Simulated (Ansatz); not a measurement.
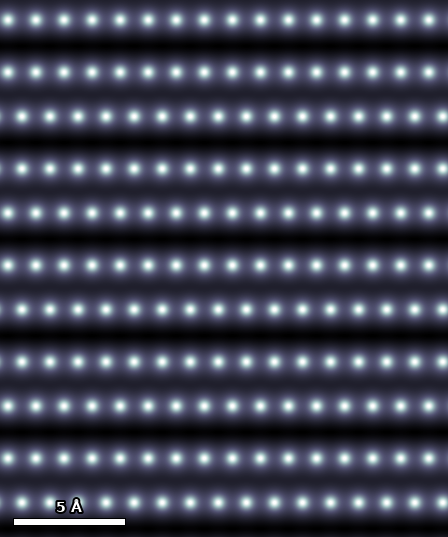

Projected-potential map of Al. Computed as the sum of neutral-atom potentials (tabulated electron scattering factors, B = 0.3 Å²) projected along the beam and smoothed by 0.25 Å; brighter is more positive. The display is stretched by a gamma of 0.7; percentages refer to the linear signal.

> Give the net of the columns and its spacings.

The pattern repeats on a centred rectangular net of 1.3 × 8.7 Å.

> Which plane group does this projection have?

c2mm: perpendicular mirror lines on a centred net, with further twofold points between them.

> How many columns does the smallest repeating cell hold, and how many levels of brightness?

2 columns in the primitive cell of 5.5 Å², all of one brightness.

The crystal is Al (C2/c, No. 15) seen along [2 0 -1]. Atomic positions: coordinates from a relaxation with Ansatz, DFT, PBEsol, plane waves (420 eV) with PAW, scalar-relativistic; the starting structure was generated, so it need not be a known form of this composition.
